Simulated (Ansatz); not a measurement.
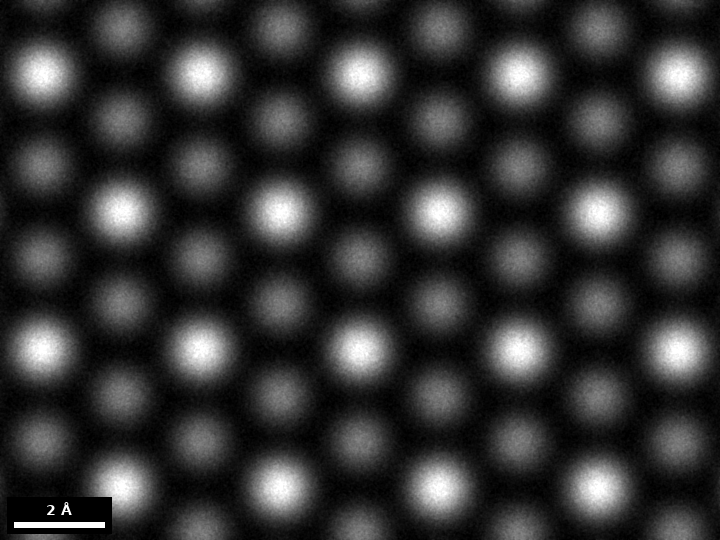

HAADF-like image of Sn (P6_3/mmc, No. 194). Simulated incoherent Z contrast: every atom adds Z^1.7 spread by a probe of 1.04 Å full width; channelling and multiple scattering are left out. The probe carries 25 % of its weight in a tail 2.5 times as wide. Shot noise was added. Structure: coordinates from a relaxation with DFT, BLYP, plane waves (420 eV) with PAW, scalar-relativistic in Ansatz; the starting structure was generated, so it need not be a known form of this composition.

```cif
data_structure
_symmetry_space_group_name_H-M 'P6_3/mmc'
_symmetry_Int_Tables_number 194
_cell_length_a 3.5082
_cell_length_b 3.5082
_cell_length_c 11.5515
_cell_angle_alpha 90.000
_cell_angle_beta 90.000
_cell_angle_gamma 120.000
_cell_volume 123.12
loop_
_atom_site_label
_atom_site_type_symbol
_atom_site_symmetry_multiplicity
_atom_site_Wyckoff_symbol
_atom_site_fract_x
_atom_site_fract_y
_atom_site_fract_z
_atom_site_occupancy
Sn1 Sn 2 a 0.00000 0.00000 0.00000 1
Sn2 Sn 2 c 0.33333 0.66667 0.25000 1
```

Question: Which beam direction gives this image, [210], [311], [001] or [211]? (Directions equivalent by symmetry count as one.)

Answer: [001]. The projected cells are 1.75 × 2.89 Å, 90° for [210]; 2.83 × 3.09 Å, 108° for [311]; 3.51 × 3.51 Å, 120° for [001]; 3.21 × 3.21 Å, 114° for [211], and the image repeats as the [001] one does.
